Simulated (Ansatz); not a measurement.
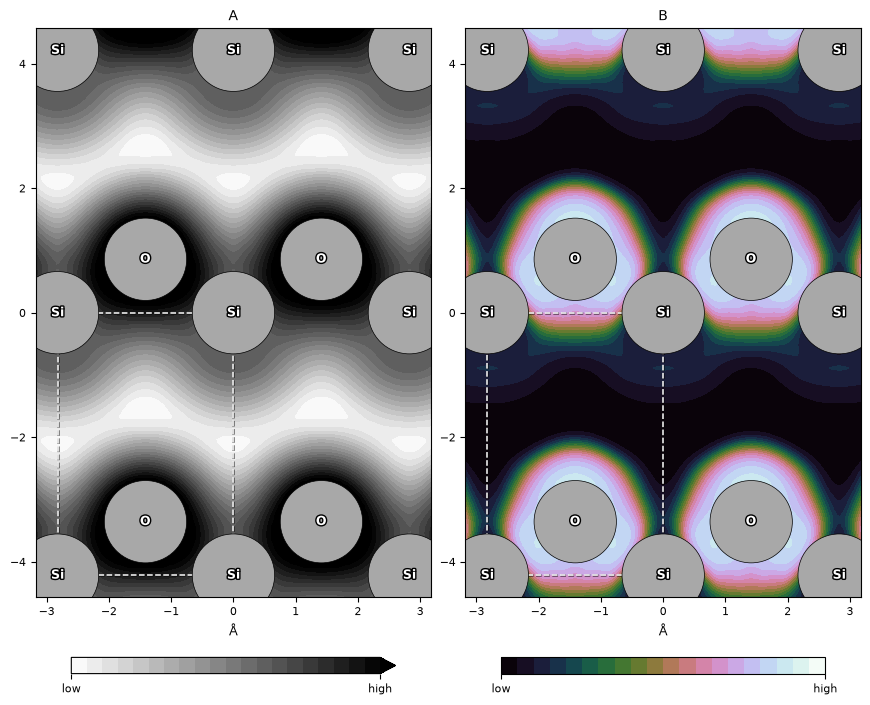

SiO2: 2 fields on the (100) plane of the conventional cell, with unlabelled colour scales. Grey discs cover the atomic cores.

Space group P-4m2; a structure generated by program, which may or may not match a known phase; changed on purpose from its base cell (the structure that the rattled cell fell into).

Theory: DFT PBE+D3(BJ), scalar-relativistic, plane waves, PAW in Ansatz 0.2.0.

Question: Which field does each panel show? The fields are: electron localisation function and valence pseudo-density.

Answer: Panel A: valence pseudo-density. Panel B: electron localisation function. From the grid: Si–O (1.65 Å): ρ is about 1.2 e/Å³ halfway; the ELF peaks at about 0.85 between the atoms: a shared but strongly polarised pair.
